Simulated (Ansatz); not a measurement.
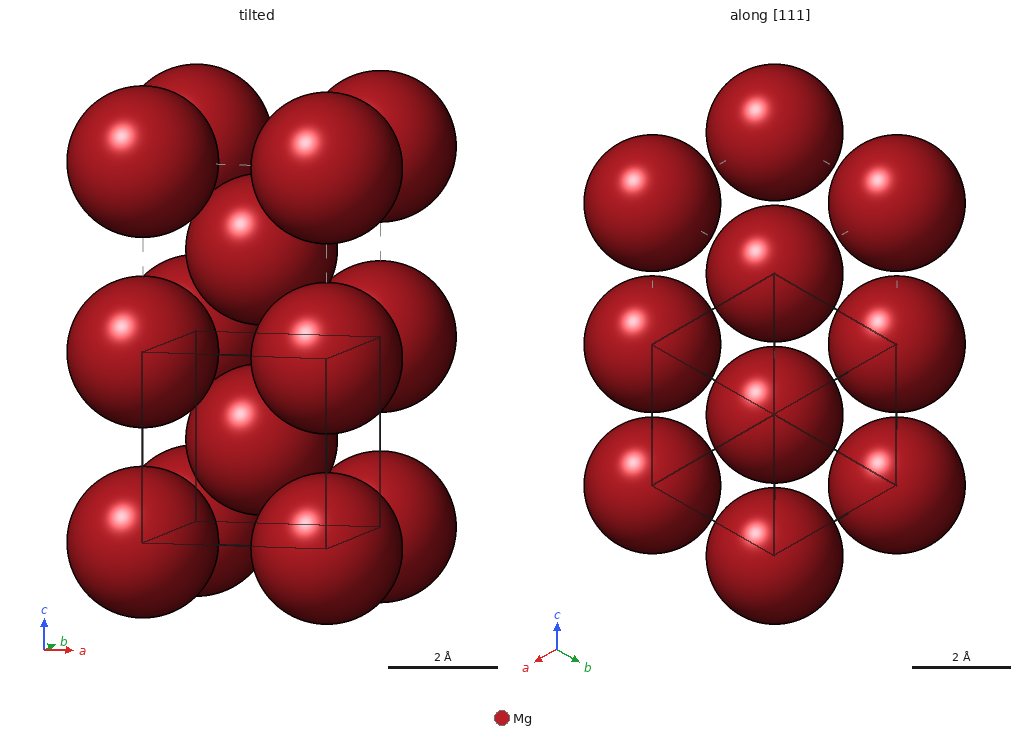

Space-filling drawing of the structure, looking slightly off an axis and along [111]. The picture spans 1×1×2 cells, one conventional unit cell being drawn with solid lines. Cell: a = 3.532 Å, b = 3.532 Å, c = 3.532 Å, α = 90.00°, β = 90.00°, γ = 90.00°.

The element is magnesium. Space group Im-3m (No. 229), lattice body-centred cubic. Structure type: body-centred cubic (W type). The cell holds two atoms. Mg is surrounded by eight Mg in a cubic arrangement at about 3.1 Å.

Starting structure: a structure listed in the Materials Project. The cell was then strained or its atoms displaced on purpose. It was run through Ansatz as a DFT input.
